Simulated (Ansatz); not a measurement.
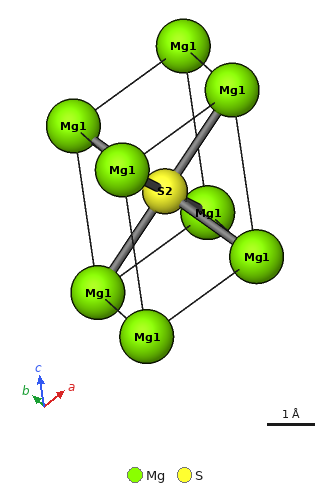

Figure 1. The input geometry of the first run (ball-and-stick view of the reduced cell, seen slightly off an axis; atoms are numbered from 1 in the order of the input). Near neighbours in the crystal (not all of them lie inside the picture): Mg has 6 S at 2.59 Å; S has 6 Mg at 2.59 Å.

## What a change does: band-structure calculation on MgS

System: MgS (R-3m, 2 atoms in the cell).
Method of the first run: DFT, r2SCAN, plane waves, PAW, no spin polarisation (Ansatz 0.2.0).

The structure was built on a prototype by a generator. The geometry comes from this level: r2SCAN (a point of a series of strains). Text and figures count atoms from 1; the logs count them from 0 in places.

**Input file, the first run**
```yaml
crystal:
  lattice:
    - [0.0216477984, 2.601052833, 2.601052833]
    - [2.601052833, 0.0216477984, 2.601052833]
    - [2.601052833, 2.601052833, 0.0216477984]
  atoms:
    - { symbol: Mg, position: [0.0, 0.0, 0.0] }
    - { symbol: S, position: [0.5, 0.5, 0.5] }
kpoints:
  mp_grid: { grid: [8, 8, 8] }
  band_path:
    path:
      - [0.0, 0.0, 0.0]
      - [0.5, 0.0, 0.5]
      - [0.625, 0.25, 0.625]
      - [0.375, 0.375, 0.75]
      - [0.5, 0.5, 0.5]
      - [0.5, 0.25, 0.75]
    npoints: 1
hamiltonian:
  xc: r2scan
scf:
  occupations: { method: fixed }
  n_extra_bands: 4
output:
  forces: true
  stress: true
  eigenvalues: true
```

Launched with:
```bash
ansatz run input.yaml --threads 4 --pin off --max-ram 3686MiB --backend cpu --events-out ev --progress --plain --runs-dir out
```

Hardware: 4 threads of an Arm (aarch64) CPU, shared host.

**Output, shortened to warnings, some set-up lines, iterations and results (the first run)**
```
Basis set: ecut = 500 eV, 893 PW (Γ), exchange–correlation on 108×108×108 points (64 copies of the dense FFT grid, shifted against one another)
Symmetry: 12 space group operations
k-points: 65 of 512
Initial density: superposition of atomic densities (neutral atoms: chi_scale 0, normalization atom), corrected by the library's trained network
[...]
SCF iter   1: F=—  HF=-2835.524810 eV  |F-HF|=—  |Δ(HF+E_count)|=         —  Δρ=7.02e-3  dr2=6.46e-3  dr2_τ=7.75e-3  ethr=1.77e-3  ⟨swp⟩=4.8  Hψ=4314  notcnv=0  defer=113
SCF iter   2: F=—  HF=-2835.572856 eV  |F-HF|=—  |Δ(HF+E_count)|=   4.80e-2  Δρ=2.92e-3  dr2=2.12e-3  dr2_τ=5.33e-5  ethr=4.04e-5  ⟨swp⟩=2.2  Hψ=1972  notcnv=0  defer=121
SCF iter   3: F=—  HF=-2835.573170 eV  |F-HF|=—  |Δ(HF+E_count)|=   3.14e-4  Δρ=8.68e-4  dr2=2.11e-4  dr2_τ=2.14e-5  ethr=1.33e-5  ⟨swp⟩=2.0  Hψ=1148  notcnv=0  defer=127
SCF iter   4: F=—  HF=-2835.573125 eV  |F-HF|=—  |Δ(HF+E_count)|=   4.57e-5  Δρ=1.56e-4  dr2=4.94e-6  dr2_τ=4.36e-7  ethr=1.32e-6  ⟨swp⟩=2.1  Hψ=1131  notcnv=0  defer=125
SCF iter   5: F=—  HF=-2835.573127 eV  |F-HF|=—  |Δ(HF+E_count)|=   2.17e-6  Δρ=1.26e-5  dr2=2.23e-8  dr2_τ=3.47e-9  ethr=3.09e-8  ⟨swp⟩=2.5  Hψ=1285  notcnv=0
SCF iter   6: F=-2835.573127 eV  HF=-2835.573127 eV  |F-HF|=5.93e-9  |Δ(HF+E_count)|=   2.25e-8  Δρ=4.61e-6  dr2=7.23e-9  dr2_τ=3.19e-10  ethr=1.40e-10  ⟨swp⟩=4.2  Hψ=3699  …
SCF 1 converged in 6 iterations: F = -2835.573127 eV  dr2 = 7.23e-9
NSCF: frozen V_eff on 6 k-points
SCF converged after 6 iterations
Free energy (F): -2835.573127 eV
Harris-Foulkes:  -2835.573127 eV  (|F-HF|=5.93e-9)
Internal energy: -2835.573127 eV  (E = F + TS)
E sigma→0 (E₀):  -2835.573127 eV
Fermi energy:    6.354288 eV
--- Per-component energies (eV) ---
  E_band       = -346.993805
  E_kinetic    = 185.250191
  E_local      = -1660.548937  (includes V_loc(G=0)·N_el)
  E_nonlocal   = 123.602374
  E_hartree    = 591.713995
  E_xc         = -120.881808
  E_vxc        = -136.461757  (∫ρ·V_xc dr)
  E_paw        = -906.203305  (= ΣΔE_a)
  E_vpaw       = -49.245063  (= ΣTr[D̂ρ^β])
  E_aug_tail   = -0.000001  (compensation charges beyond the density's cutoff)
  E_vtau       = 6.983031  (kinetic-family band-sum trace: ∫τ·v_τ [+ j·A + Jᵃ·Aᵃ] dr)
  E_ewald      = -1048.369662
  E_core_change = -0.135975  (= ΣΔE_core)
  E_smearing   = -0.000000  (= −TS)
  E_closure    = -0.000000  (closes the sum)
  Σ components = -2835.573127   (vs F -2835.573127, Δ=0.00e0)
--- Forces (eV/Å), atoms counted from 1 ---
  atom   1  Mg    -0.00000000     0.00000000    -0.00000000
  atom   2  S      0.00000000    -0.00000000    -0.00000000
  max |Σ_I F_I| component: 6.31e-30 eV/Å
--- Stress (GPa, compression-positive) ---
        1.077273      -0.516931      -0.516931
       -0.516931       1.077273      -0.516931
       -0.516931      -0.516931       1.077273
  P = ⅓ Tr σ = 1.0773 GPa (10.773 kbar)
```

For the second run the input was changed thus:
```diff
-  xc: r2scan
+  xc: pbe
-  occupations: { method: fixed }
+  occupations: { method: fermi_dirac, width: 0.02 }
```

What does this change do to the results?

The total energies belong to different methods, so their difference says nothing on which is more stable or more accurate. The gap on the mesh goes from 3.45 to 2.78 eV. The pressure goes from 1.08 to 2.23 GPa. The functional changes from r2SCAN to PBE. The number of SCF iterations is the same. The default cutoff goes from 500 to 420 eV with the change. The plane waves at Γ go from 893 to 671.

**Output, shortened to warnings, some set-up lines, iterations and results (the second run)**
```
Basis set: ecut = 420 eV, 671 PW (Γ), exchange–correlation on 50×50×50 points (8 copies of the dense FFT grid, shifted against one another)
Symmetry: 12 space group operations
k-points: 65 of 512
Initial density: superposition of atomic densities (neutral atoms: chi_scale 0, normalization atom), corrected by the library's trained network
[...]
SCF iter   1: F=—  HF=-2828.740789 eV  |F-HF|=—  |Δ(HF+E_count)|=         —  Δρ=4.34e-4  dr2=4.07e-5  ethr=1.77e-3  ⟨swp⟩=7.2  Hψ=4951  notcnv=0
SCF iter   2: F=—  HF=-2828.740642 eV  |F-HF|=—  |Δ(HF+E_count)|=   1.48e-4  Δρ=3.59e-4  dr2=6.22e-5  ethr=2.54e-7  ⟨swp⟩=3.0  Hψ=2085  notcnv=0
SCF iter   3: F=—  HF=-2828.740638 eV  |F-HF|=—  |Δ(HF+E_count)|=   3.76e-6  Δρ=1.60e-4  dr2=6.64e-6  ethr=2.54e-7  ⟨swp⟩=2.0  Hψ=1002  notcnv=0
SCF iter   4: F=—  HF=-2828.740658 eV  |F-HF|=—  |Δ(HF+E_count)|=   2.03e-5  Δρ=9.07e-5  dr2=4.15e-6  ethr=4.15e-8  ⟨swp⟩=2.0  Hψ=1040  notcnv=0
SCF iter   5: F=—  HF=-2828.740657 eV  |F-HF|=—  |Δ(HF+E_count)|=   1.12e-6  Δρ=4.38e-5  dr2=1.03e-6  ethr=2.59e-8  ⟨swp⟩=1.0  Hψ=785  notcnv=0
SCF iter   6: F=-2828.740657 eV  HF=-2828.740657 eV  |F-HF|=7.15e-8  |Δ(HF+E_count)|=   3.36e-7  Δρ=1.32e-5  dr2=9.55e-8  ethr=6.25e-10  ⟨swp⟩=3.5  Hψ=2809  notcnv=0
SCF 1 converged in 6 iterations: F = -2828.740657 eV  dr2 = 9.55e-8
NSCF: frozen V_eff on 6 k-points
SCF converged after 6 iterations
Free energy (F): -2828.740657 eV
Harris-Foulkes:  -2828.740657 eV  (|F-HF|=7.15e-8)
Internal energy: -2828.740657 eV  (E = F + TS)
E sigma→0 (E₀):  -2828.740657 eV
Fermi energy:    7.966964 eV
--- Per-component energies (eV) ---
  E_band       = -329.420636
  E_kinetic    = 185.633275
  E_local      = -1659.289302  (includes V_loc(G=0)·N_el)
  E_nonlocal   = 123.430274
  E_hartree    = 590.791319
  E_xc         = -127.899058
  E_vxc        = -127.242659  (∫ρ·V_xc dr)
  E_paw        = -893.037503  (= ΣΔE_a)
  E_vpaw       = -33.534314  (= ΣTr[D̂ρ^β])
  E_aug_tail   = -0.000000  (compensation charges beyond the density's cutoff)
  E_ewald      = -1048.369662
  E_smearing   = -0.000000  (= −TS)
  E_closure    = -0.000000  (closes the sum)
  Σ components = -2828.740657   (vs F -2828.740657, Δ=0.00e0)
--- Forces (eV/Å), atoms counted from 1 ---
  atom   1  Mg     0.00000000     0.00000000    -0.00000000
  atom   2  S      0.00000000    -0.00000000    -0.00000000
  max |Σ_I F_I| component: 1.26e-29 eV/Å
--- Stress (GPa, compression-positive) ---
        2.234074      -0.470111      -0.470111
       -0.470111       2.234074      -0.470111
       -0.470111      -0.470111       2.234074
  P = ⅓ Tr σ = 2.2341 GPa (22.341 kbar)
```

**The two runs side by side**

| quantity | the first run | the second run |
| --- | --- | --- |
| outcome | converged | converged |
| free energy per atom (eV) | −1417.7866 | −1414.3703 |
| gap on the mesh (eV) | 3.45 | 2.78 |
| pressure (GPa) | 1.08 | 2.23 |
| largest force (eV/Å) | 0.000 | 0.000 |
| SCF iterations | 6 | 6 |
| irreducible k-points | 65 | 65 |
| plane waves at Γ | 893 | 671 |
| wall time (shared host) | 2.7 s | 1.3 s |
